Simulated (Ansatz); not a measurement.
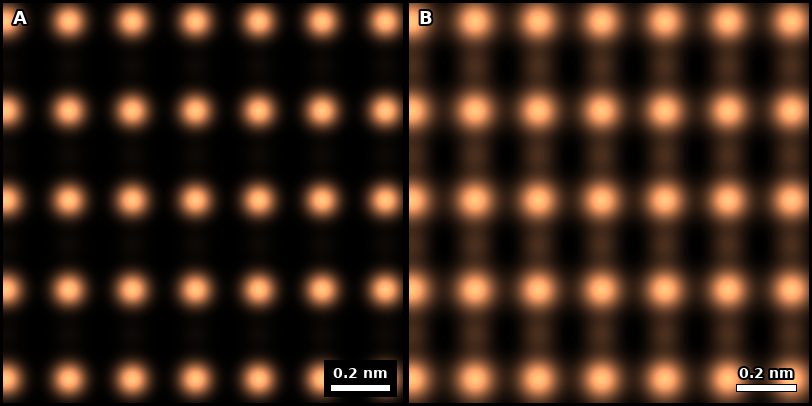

Two simulated images of the same area of SnO (Pm-3m, No. 221) along [110], with a probe of 0.89 Å. One is incoherent Z contrast (Z^1.7 per atom), the other the projected potential of neutral atoms blurred by the probe (iDPC-like, thin sample). Brightness is counted from the darkest point of the image. Atomic positions: coordinates from a relaxation with DFT PBE, scalar-relativistic, plane waves, PAW (Ansatz); the starting structure was generated, so it need not be a known form of this composition.

Which panel is which, and how can one tell?

A is the Z-contrast image and B the potential image. The columns of 1 O per repeat reach about 4 % of the brightest peak (1 Sn) in A but about 23 % in B, mainly since the potential grows much more slowly with atomic number. The O columns show clearly in B alone.
